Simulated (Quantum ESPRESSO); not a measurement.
# Energy of CdSe along an even scaling of the cell

System: CdSe (P6₃mc, 4 atoms in the cell).
Method: Kohn-Sham DFT of a periodic cell, PBEsol, GBRV 1.5 PBEsol, no spin polarisation (Quantum ESPRESSO 7.5).

The 7 runs differ only in the geometry, by an even scaling of the cell at fixed fractional positions. The structure derives from an entry of the Crystallography Open Database.

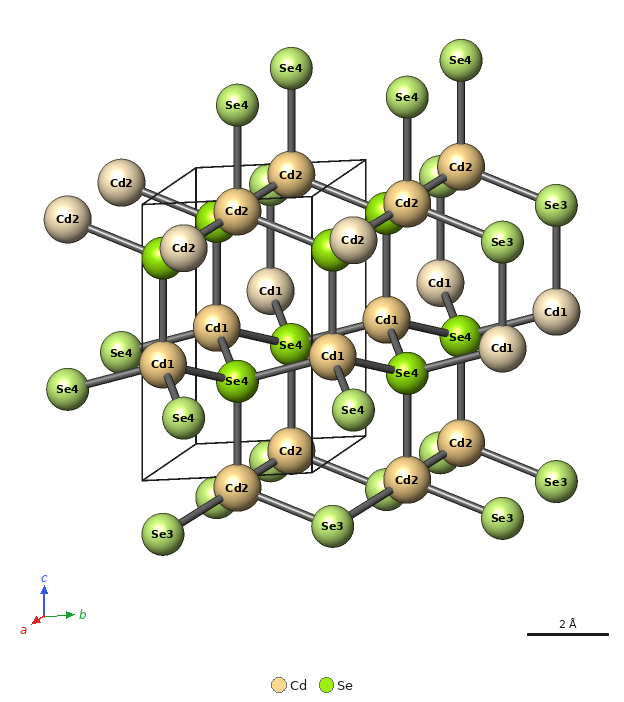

Figure 1. The structure of run 4 (ball-and-stick view of the cell of the calculation, repeated 2 × 2 × 1, seen slightly off an axis; neighbours outside the cell are drawn fainter; atoms are numbered from 1 in the order of the input).

### Input of run 4
```
&CONTROL
  calculation = 'scf'
  prefix = 'pwscf'
  outdir = './tmp'
  pseudo_dir = './pseudo'
  tstress = .true.
  disk_io = 'nowf'
/
&SYSTEM
  ibrav = 0
  nat = 4
  ntyp = 2
  ecutwfc = 45
  ecutrho = 360
  nbnd = 26
  occupations = 'smearing'
  smearing = 'fd'
  degauss = 0.00367493
/
&ELECTRONS
  conv_thr = 8d-10
  electron_maxstep = 120
  mixing_beta = 0.5
/
ATOMIC_SPECIES
Cd   112.4140 cd_pbesol_v1.uspp.F.UPF
Se    78.9710 se_pbesol_v1.uspp.F.UPF
CELL_PARAMETERS angstrom
   4.3000000000    0.0000000000    0.0000000000
  -2.1500000000    3.7239092363    0.0000000000
   0.0000000000    0.0000000000    7.0200000000
ATOMIC_POSITIONS crystal
Cd     0.6666666667    0.3333333333    0.5000000000
Cd     0.3333333333    0.6666666667    0.0000000000
Se     0.6666666667    0.3333333333    0.8850000000
Se     0.3333333333    0.6666666667    0.3850000000
K_POINTS automatic
7 7 4 0 0 0
```

Command:
```bash
OMP_NUM_THREADS=1 mpirun -n 2 pw.x -nk 2 -in pw.in > pw.out
```

Run 5 differs from it as follows:
```diff
-   4.3000000000    0.0000000000    0.0000000000
-  -2.1500000000    3.7239092363    0.0000000000
-   0.0000000000    0.0000000000    7.0200000000
+   4.3284776511    0.0000000000    0.0000000000
+  -2.1642388256    3.7485716056    0.0000000000
+   0.0000000000    0.0000000000    7.0664914211
```

### Results, with one run withheld

```csv
run,volume per atom (Å³),"free energy per atom, from the lowest run given (meV)",pressure (GPa),gap on the mesh (eV)
1,26.416,23.21,4.20,0.67
2,26.978,10.93,2.79,0.63
3,27.540,3.35,1.51,0.59
4,28.102,0.00,0.38,0.55
5,28.665,?,?,?
6,29.227,4.17,−1.54,0.47
7,29.789,10.93,−2.34,0.44
```

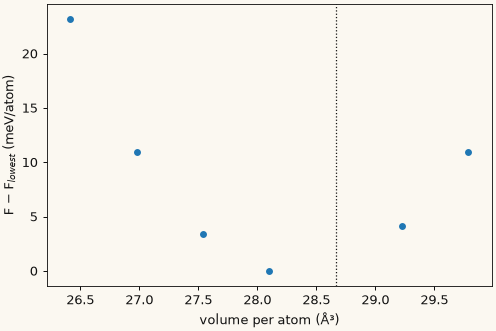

Figure 2. Free energy per atom of the runs given; the dotted line marks run 5.

Fit the runs given and predict run 5.

A cubic polynomial in V^(−2/3) (the Birch–Murnaghan form), fitted to the 6 runs given, misses them by at most 0.01 meV per atom. With x = V^(−2/3) − 0.10854 Å⁻², it reads F = 0.45401 + 1605.6 x + 8.9425e+05 x² + 2.8899e+06 x³ (meV per atom). At run 5 it gives 0.40 meV per atom, and the run itself gives 0.41. The slope of the fit gives a pressure −dF/dV of −0.61 GPa there, and the run prints −0.63 GPa. The fit has its minimum at 28.317 Å³ per atom, where V d²F/dV² gives 51.7 GPa. Cell shape and fractional positions are held, so this is the stiffness under even scaling; the relaxed bulk modulus wasn't computed. The gap on the mesh goes, without turning, from 0.67 eV in run 1 to 0.44 eV in run 7; run 5 has 0.51 eV. These are gaps of this functional on this mesh, which can miss the band edges; they aren't the measured gap.

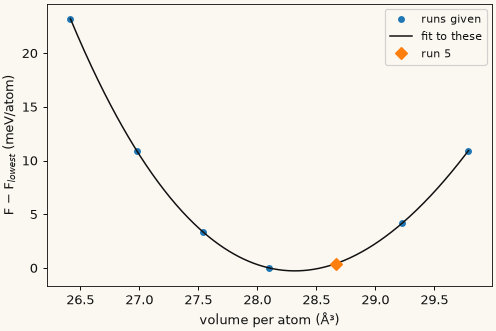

Figure 3. The fit and the withheld run.

### Some lines of the output (run 5)
```
[...]
     unit-cell volume          =     773.7514 (a.u.)^3
     number of k points=    24  Fermi-Dirac smearing, width (Ry)=  0.0037
     total energy              =    -315.68778075 Ry
     total energy              =    -315.73930059 Ry
     total energy              =    -315.74104224 Ry
     total energy              =    -315.74120375 Ry
     total energy              =    -315.74128489 Ry
     total energy              =    -315.74128947 Ry
     total energy              =    -315.74128955 Ry
     the Fermi energy is     5.2404 ev
!    total energy              =    -315.74128958 Ry
     The total energy is F=E-TS. E is the sum of the following terms:
     Computing stress (Cartesian axis) and pressure
          total   stress  (Ry/bohr**3)                   (kbar)     P=       -6.30
```

Notes on the run: negative rho.
